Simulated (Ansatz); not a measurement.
HfB

```
CELL_PARAMETERS angstrom
3.46978 0.00000 0.00000
-1.73489 3.00492 0.00000
0.00000 0.00000 13.53706
ATOMIC_POSITIONS crystal
Hf 0.33333 0.66667 0.90303
B 0.00000 0.00000 0.00000
Hf 0.66667 0.33333 0.09697
B 0.00000 0.00000 0.19476
Hf 0.33333 0.66667 0.29642
B 0.66667 0.33333 0.39728
Hf 0.00000 0.00000 0.50000
B 0.33333 0.66667 0.60272
Hf 0.66667 0.33333 0.70358
B 0.00000 0.00000 0.80524
```

Space group P-3m1; a generated structure, not necessarily the stable one; computed without spin polarisation.

Theory: DFT PBE, scalar-relativistic, plane waves, PAW in Ansatz.

In a PAW calculation such maps are meaningful between the atoms, not at the nuclei.

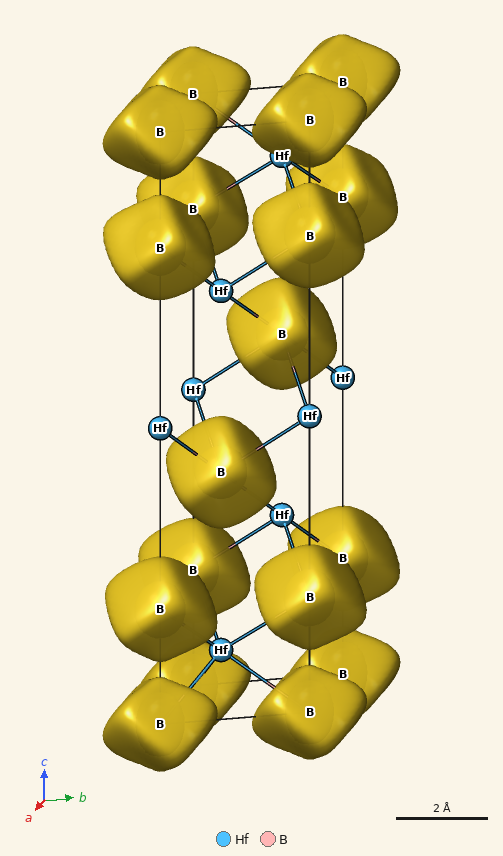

Figure 1. Isosurface of the electron localisation function at 0.6 (yellow), seen slightly off an axis. Core shells and regions of very low density are left out. Sticks mark near contacts.

### Where are the electrons localised?

The ELF exceeds this value in five regions wrapped around B (the valence shell of each), counted in one cell of 10 atoms. Regions shared between cells count once. Profiles from the grid: Hf–B (2.40 Å): the ELF peaks at about 0.70 in the valence shell of B, 0.8 Å from its nucleus, and is about 0.20 at the midpoint. Hf–B (2.44 Å): the ELF peaks at about 0.75 in the valence shell of B, 0.8 Å from its nucleus, and is about 0.25 at the midpoint.

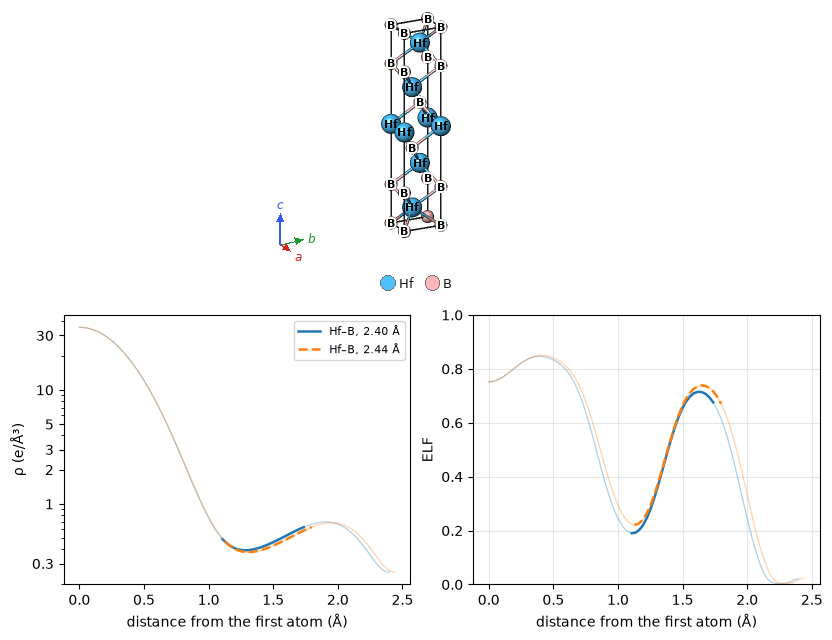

Figure 2. Valence charge density (pseudo) and ELF along straight lines between neighbouring atoms. Thin, pale parts lie inside the atomic spheres. The structure is drawn too.

### What can be read from the curves?

Hf–B (2.40 Å): ρ at the midpoint is about 0.41 e/Å³; the ELF peaks at about 0.70 in the valence shell of B, 0.8 Å from its nucleus, and is about 0.20 at the midpoint.
Hf–B (2.44 Å): ρ at the midpoint is about 0.39 e/Å³; the ELF peaks at about 0.75 in the valence shell of B, 0.8 Å from its nucleus, and is about 0.25 at the midpoint.

### Does the calculation give a band gap?

It is metallic or semimetallic at this level of theory: no gap opens.
